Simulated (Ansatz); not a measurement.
# TiB4: what the fields show

The calculation's input:

```
crystal:
  lattice:
    - [3.0383198308, 0.0, 0.0]
    - [-1.5191599154, 2.6312621583, 0.0]
    - [0.0, 0.0, 30.20000008]
  atoms:
    - { symbol: Ti, position: [0.0, 0.0, 0.2980132442] }
    - { symbol: B, position: [0.3333333333, 0.6666666667, 0.2478075421] }
    - { symbol: B, position: [0.6666666667, 0.3333333333, 0.2478075421] }
    - { symbol: B, position: [0.3333333333, 0.6666666667, 0.3482189464] }
    - { symbol: B, position: [0.6666666667, 0.3333333333, 0.3482189464] }
  periodic: [true, true, false]
basis:
  ecutwfc: 420
kpoints:
  mp_grid: { grid: [12, 12, 1] }
hamiltonian:
  xc: pbe
scf:
  occupations: { method: gaussian, width: 0.1 }
output:
  forces: true
  stress: true
  eigenvalues: true
  write_density: true
  write_potential: true
  elf: true
  volumetric_format: npy
relax:
  adjacent_minimum: "off"
  f_tol: 0.01
  max_steps: 80
  cell: { stress_2d_tol: 0.02 }
```

Launched as:

```sh
ansatz run input.yaml --threads 1 --pin off --max-ram 2048MiB --backend cpu --events-out ev --progress --plain --runs-dir out
```

The fields are those of the run's last geometry, not of the input's.

A structure generated by program, which may or may not match a known phase; computed without spin polarisation.

Method: DFT PBE, scalar-relativistic, plane waves, PAW in Ansatz 0.2.0.

In a PAW calculation such maps are meaningful between the atoms, not at the nuclei.

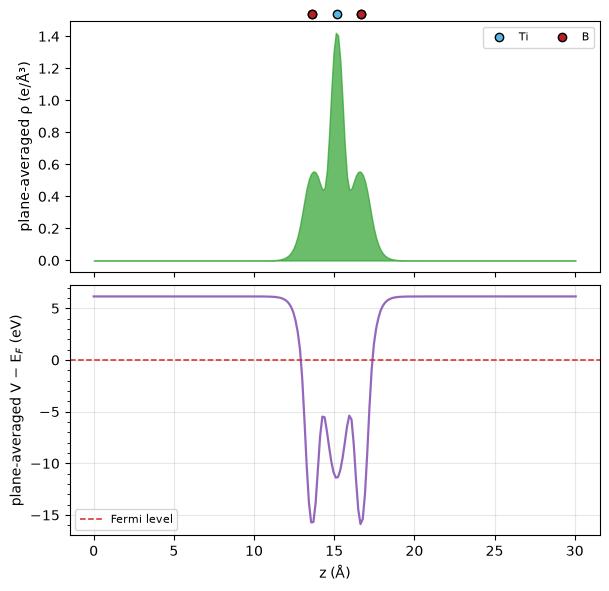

Figure 1. Plane average of the electrostatic potential (local pseudopotential plus Hartree) felt by an electron and of the valence charge density (pseudo) across the slab. Circles mark the heights of the atoms.

Read off the work function of this surface.

The potential is flat in the vacuum, 6.15 eV above the Fermi level; this is the work function, the same on both faces.

How thick is the slab, and how wide the vacuum?

The outermost nuclei are 3.1 Å apart, in 3 atomic planes; the vacuum between periodic images is 27.1 Å wide.

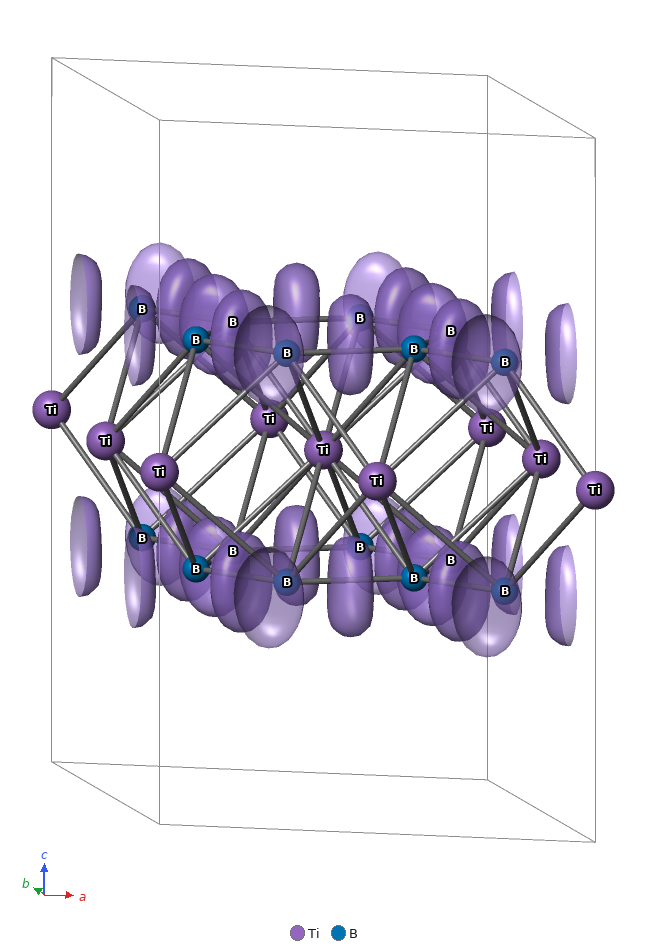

Figure 2. Isosurface of the ELF at 0.8 (purple), seen slightly off an axis. Core shells and regions of very low density are left out. Sticks mark near contacts.

Where are the electrons localised?

The surface consists of six regions between bonded B–B atoms, counted in one cell of 5 atoms. Counts are for one cell; the picture repeats the cell along the surface. Along the contacts the grid gives the following. B–B (1.75 Å): the ELF peaks at about 0.90 between the atoms. Ti–B (2.33 Å): the ELF peaks at about 0.60 in the valence shell of B, 0.8 Å from its nucleus, and is about 0.20 at the midpoint: no shared electron pair shows on this line.

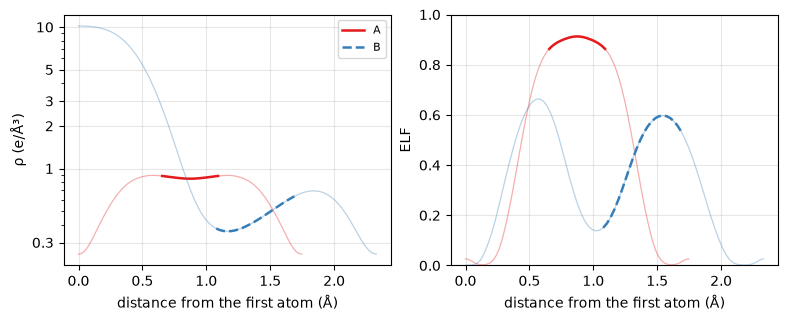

Figure 3. Valence charge density (pseudo) and ELF along straight lines between neighbouring atoms. Thin, pale parts lie inside the atomic spheres.

Which curve belongs to which contact (B–B and Ti–B)? The first atom named is at distance zero.

Curve A: B–B (1.75 Å): ρ is about 0.85 e/Å³ halfway; the ELF peaks at about 0.90 between the atoms. Curve B: Ti–B (2.33 Å): ρ is about 0.36 e/Å³ halfway; the ELF peaks at about 0.60 in the valence shell of B, 0.8 Å from its nucleus, and is about 0.20 at the midpoint: no localised pair shows between them.

Metal or insulator at this level of theory?

It is metallic or semimetallic at this level of theory: no gap opens.
